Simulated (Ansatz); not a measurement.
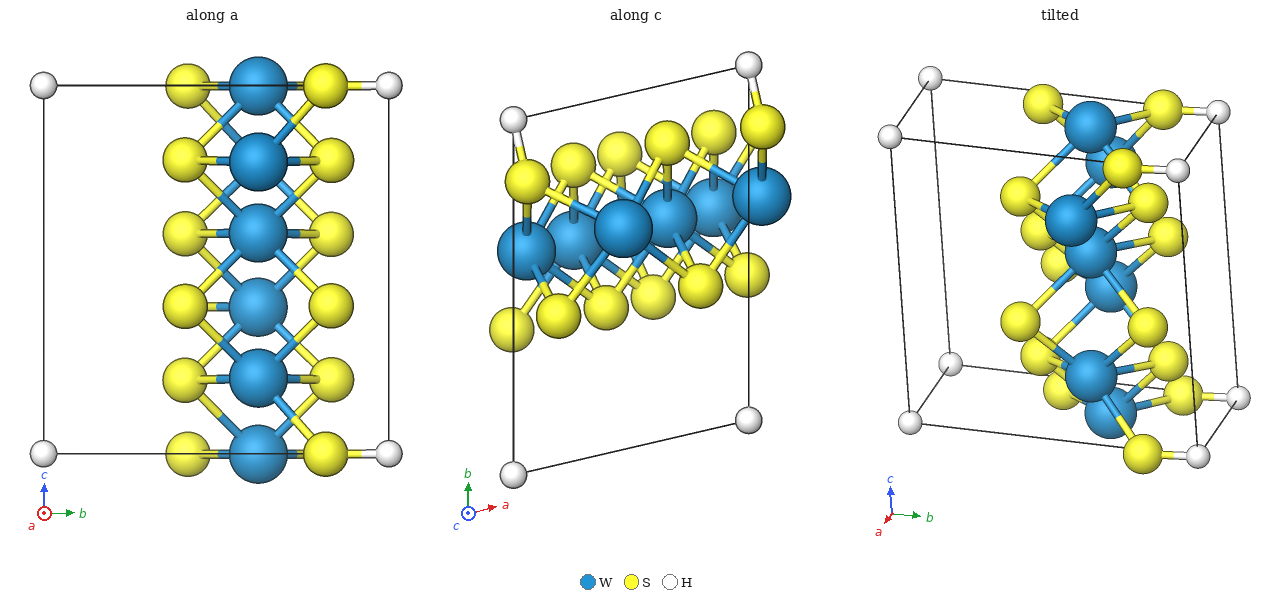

An orthographic ball-and-stick view of the structure, along the a axis, along the c axis and slightly off an axis. The parallelepiped is the simulation cell. Cell: a = 5.521 Å, b = 7.698 Å, c = 8.434 Å, α = 85.51°, β = 70.89°, γ = 76.17°.

The stoichiometry is HW₅S₁₀. No symmetry beyond translations is left (P1). Content of the cell: 1 H, 5 W, 10 S (Z = 1). W is coordinated by six S in a trigonal prismatic arrangement at about 2.4 Å. The neighbours of H is one S at about 1.4 Å. Not all metal-metal contacts are counted. The bonds build HW5S10 layers parallel to (010).

The cell started as a structure listed in the Materials Project, repeated into a supercell with a point defect put in. The atoms were relaxed in a fixed cell with Ansatz 0.2.0, DFT PBE, scalar-relativistic, plane waves, PAW.
